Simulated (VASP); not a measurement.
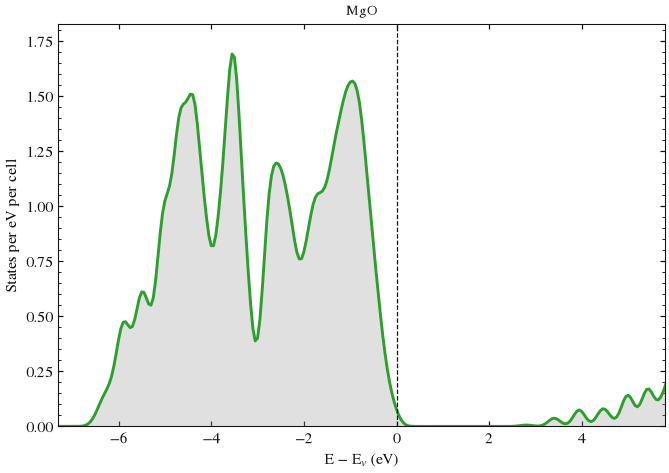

Density of states. Energies are counted from the top of the valence band. The curve is built from the levels of the k mesh with Gaussians 0.3 eV wide, which also blur the band edges.

Calculation on MgO, space group P4/mmm (No. 123), 2 atoms in the cell, CsCl type, biaxial (xy) strain +2.5%; a = 2.69 Å, b = 2.69 Å, c = 2.62 Å, α = 90.00°, β = 90.00°, γ = 90.00°.

VASP 6.6.1; DFT, r2SCAN, plane waves, PAW, 10×10×10 k mesh, 520 eV cutoff, Gaussian smearing of 0.01 eV.

**Is there a gap at the Fermi level, and how wide?**

There is a gap; over the k points computed it is 2.80 eV (indirect; the smallest direct gap is 3.71 eV).

**How wide is the upper valence band?**

The upper group of valence states starts about 6.5 eV under the valence-band top, with a gap beneath it; it holds about 6 electrons a cell.

The cell is at −8 GPa in this functional.
